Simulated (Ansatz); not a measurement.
Zr8S17 (cell with a defect)

Input file:

```
crystal:
  lattice:
    - [0.0, 6.3829682806, -6.7579064893]
    - [0.0, 6.3829682806, 6.7579064893]
    - [7.37041691, -6.3829682806, 0.0]
  atoms:
    - { symbol: Zr, position: [0.0, 0.0, 0.0] }
    - { symbol: Zr, position: [0.125, 0.125, 0.75] }
    - { symbol: Zr, position: [0.25, 0.25, 0.5] }
    - { symbol: Zr, position: [0.375, 0.375, 0.25] }
    - { symbol: Zr, position: [0.5, 0.5, 0.0] }
    - { symbol: Zr, position: [0.625, 0.625, 0.75] }
    - { symbol: Zr, position: [0.75, 0.75, 0.5] }
    - { symbol: Zr, position: [0.875, 0.875, 0.25] }
    - { symbol: S, position: [0.8154915559, 0.6011751108, 0.25] }
    - { symbol: S, position: [0.9404915559, 0.7261751108, 0.0] }
    - { symbol: S, position: [0.0654915559, 0.8511751108, 0.75] }
    - { symbol: S, position: [0.1904915559, 0.9761751108, 0.5] }
    - { symbol: S, position: [0.3154915559, 0.1011751108, 0.25] }
    - { symbol: S, position: [0.4404915559, 0.2261751108, 0.0] }
    - { symbol: S, position: [0.5654915559, 0.3511751108, 0.75] }
    - { symbol: S, position: [0.6904915559, 0.4761751108, 0.5] }
    - { symbol: S, position: [0.0595084441, 0.2738248892, 0.0] }
    - { symbol: S, position: [0.1845084441, 0.3988248892, 0.75] }
    - { symbol: S, position: [0.3095084441, 0.5238248892, 0.5] }
    - { symbol: S, position: [0.4345084441, 0.6488248892, 0.25] }
    - { symbol: S, position: [0.5595084441, 0.7738248892, 0.0] }
    - { symbol: S, position: [0.6845084441, 0.8988248892, 0.75] }
    - { symbol: S, position: [0.8095084441, 0.0238248892, 0.5] }
    - { symbol: S, position: [0.9345084441, 0.1488248892, 0.25] }
    - { symbol: S, position: [0.8602289254, 0.4569342035, -0.0024267825] }
basis:
  ecutwfc: 420
  xc_grid: 2
kpoints:
  mp_grid: { grid: [2, 2, 2], shift: [0.5, 0.5, 0.5] }
hamiltonian:
  xc: pbe
scf:
  occupations: { method: gaussian, width: 0.02 }
output:
  forces: true
  stress: false
  eigenvalues: true
  write_density: true
  write_potential: true
  elf: true
  volumetric_format: npy
relax:
  adjacent_minimum: "off"
  f_tol: 0.02
  max_steps: 60
```

Command:

```sh
ansatz run input.yaml --threads 4 --pin off --max-ram 10240MiB --backend cpu --events-out ev --progress --plain --runs-dir out
```

The fields are those of the run's last geometry, not of the input's.

Theory: Ansatz 0.2.0, DFT PBE, scalar-relativistic, plane waves, PAW.

The density is the valence pseudo-density of a PAW calculation; it isn't the true density close to the nuclei.

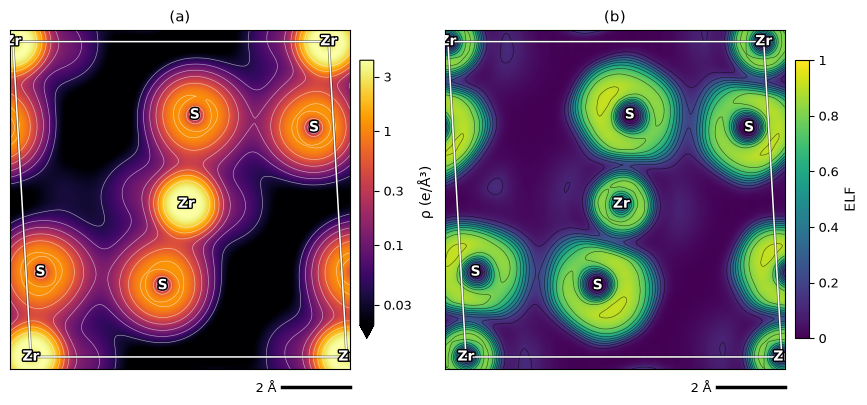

Figure 1. (a) valence electron density; (b) ELF on the (001) plane of the calculation cell.

### What does the map show?

- The section cuts through Zr and S sites.
- Zr–S (2.51 Å): the density is about 0.49 e/Å³ at the midpoint; the ELF peaks at about 0.85 in the valence shell of S, 0.8 Å from its nucleus, and is about 0.40 at the midpoint.
- Zr–S (2.57 Å): ρ is about 0.43 e/Å³ halfway; the ELF peaks at about 0.85 in the valence shell of S, 0.9 Å from its nucleus, and is about 0.40 at the midpoint.
- Zr–S (2.64 Å): ρ at the midpoint is about 0.38 e/Å³; the ELF peaks at about 0.85 in the valence shell of S, 0.9 Å from its nucleus, and is about 0.40 at the midpoint.
- Between the atoms the lowest density in this plane is 0.003 e/Å³.
- The features right at Zr lie inside the PAW spheres, where the map follows smoothed inner orbitals and isn't to be read closely.

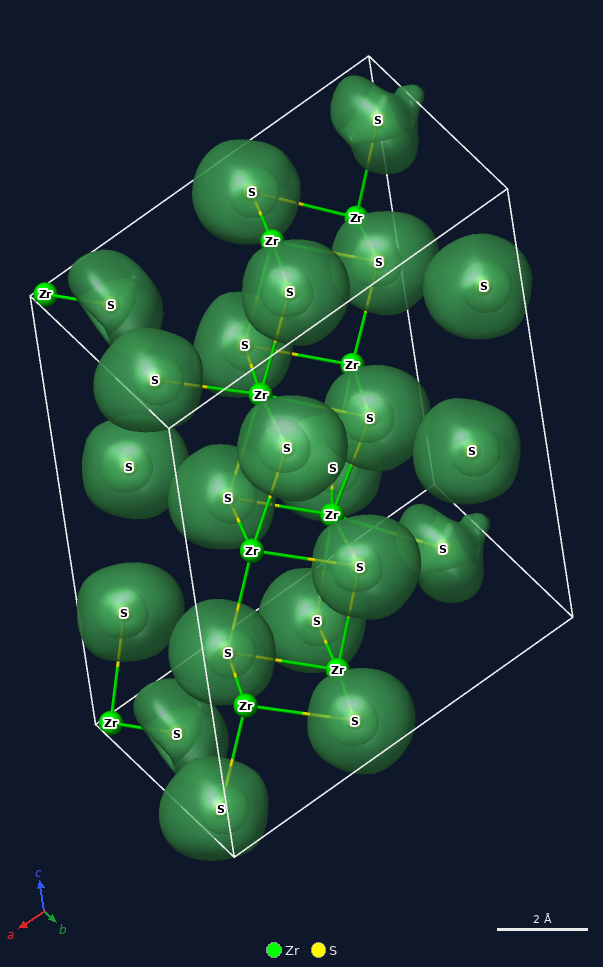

Figure 2. Isosurface of the electron localisation function at 0.75 (green), seen at an oblique angle. Core shells and regions of very low density are left out. Sticks mark near contacts.

### What do the ELF domains correspond to?

The surface consists of one region on S in which the atom's valence shell and bonds are merged and 16 regions wrapped around S (the valence shell of each), counted in one cell of 25 atoms. Regions shared between cells count once. Profiles from the grid: S–S (2.03 Å): the ELF peaks at about 0.80 between the atoms (a covalent bond). Zr–S (2.47 Å): the ELF peaks at about 0.85 in the valence shell of S, 0.8 Å from its nucleus, and is about 0.40 at the midpoint.

### Does the calculation make it a metal, or give it a gap?

It is gapped, with a Kohn–Sham gap of 0.96 eV on the k-point mesh, an upper bound to the gap of this method.
